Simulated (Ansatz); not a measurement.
Consider Ge.

Input

```
crystal:
  lattice:
    - [-2.62844115, 2.7756579, 1.436947]
    - [2.62844115, -2.7756579, 1.436947]
    - [2.36335485, 2.5260681, -1.436947]
  atoms:
    - { symbol: Ge, position: [0.185943, 0.935943, 0.25] }
    - { symbol: Ge, position: [0.814057, 0.064057, 0.75] }
basis:
  ecutwfc: 420
kpoints:
  mp_grid: { grid: [20, 20, 20] }
hamiltonian:
  xc: pbesol
scf:
  occupations: { method: gaussian, width: 0.15 }
output:
  forces: true
  stress: true
  eigenvalues: true
  write_density: true
  write_potential: true
  elf: true
  volumetric_format: npy
```

Launched as:

```sh
ansatz run input.yaml --threads 1 --pin off --max-ram 2560MiB --backend cpu --events-out ev --progress --plain --runs-dir out
```

Below, planes, directions and counts refer to the conventional cell (a = 6.92 Å, b = 2.87 Å, c = 5.00 Å, α = 90.00°, β = 130.23°, γ = 90.00°).

Space group C2/c; a structure from a database of computed crystals, not necessarily the ambient phase; changed on purpose from its base cell (strain -0.1000 x Voigt [0, 0, 0, 0, 0, 1], atoms carried along); computed pressure about −2 GPa in this cell.

Computed with Ansatz 0.2.0, DFT PBEsol, scalar-relativistic, plane waves, PAW.

### Predict the valence pseudo-density and electron localisation function between the atoms.

Ge–Ge (2.87 Å): ρ at the midpoint is about 0.23 e/Å³; the ELF is about 0.45 at the midpoint.

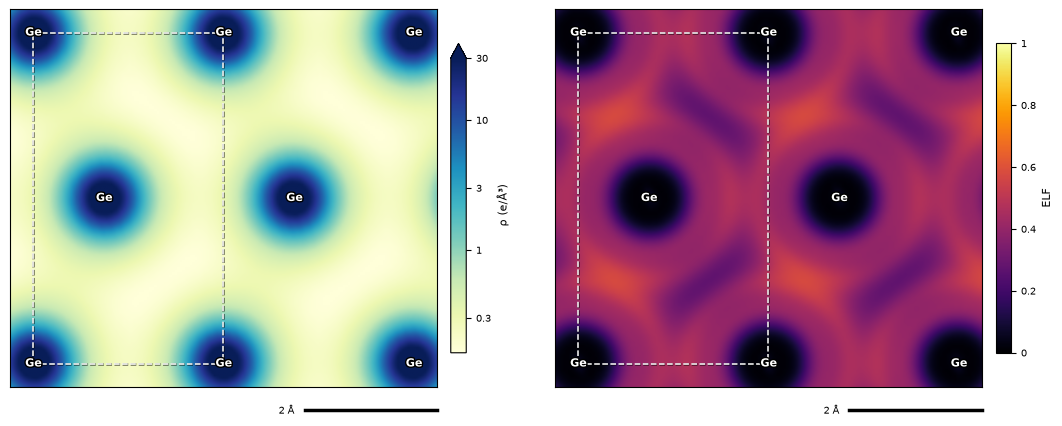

Computed valence pseudo-density and electron localisation function on the (100) plane of the conventional cell, in this order. 

In a PAW calculation such maps are meaningful between the atoms, not at the nuclei.
